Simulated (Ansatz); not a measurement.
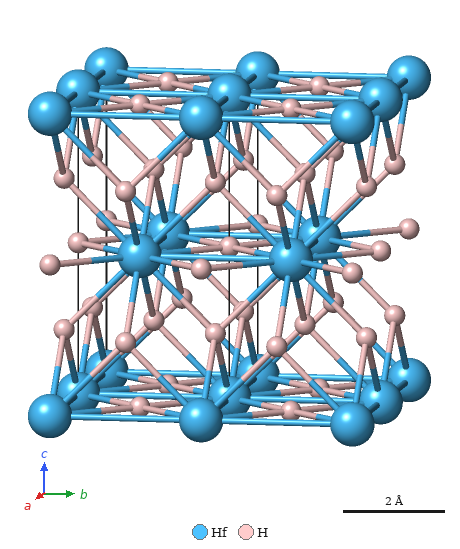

Reference structure: a symmetric starting cell of HfH₃. The picture is a ball-and-stick view of the conventional cell (2 times the calculation's cell), repeated 2 × 2 × 1 with one cell outlined, seen slightly off an axis. Lengths and directions refer to the drawn axes.

Computed with Ansatz, DFT PBEsol, scalar-relativistic, plane waves, PAW. (plane-wave cutoff 420 eV; k-point mesh 20 × 20 × 20; occupations gaussian; smearing width 0.1 eV; no spin polarisation)

Now this is done to it. The cell is strained by +6.5 % along c and +0.5 % across it (volume +7.4 %), the atoms keeping their fractional coordinates. No relaxation follows. The starting cell wasn't computed here and needn't be at equilibrium, so pressure and forces aren't due to the change alone.

Q: Predict the response.

A: Near-neighbour distances before and after: H–Hf 2.154 → 2.169 to 2.227 Å, Hf–Hf 3.053 → 3.067 Å. The space group stays I4/mmm (No. 139). The pressure is −10.6 GPa (not all of it need come from the change, since the unchanged cell can be under pressure at this level too). The principal stresses (compression positive) are −18.0 GPa along c and −6.9 GPa across it. All forces vanish by symmetry.

Drawn alike, the variant:

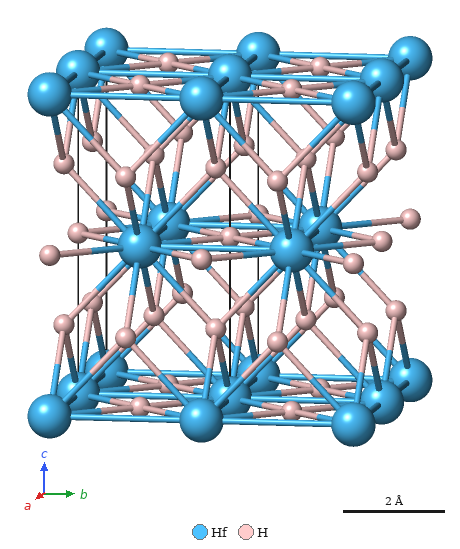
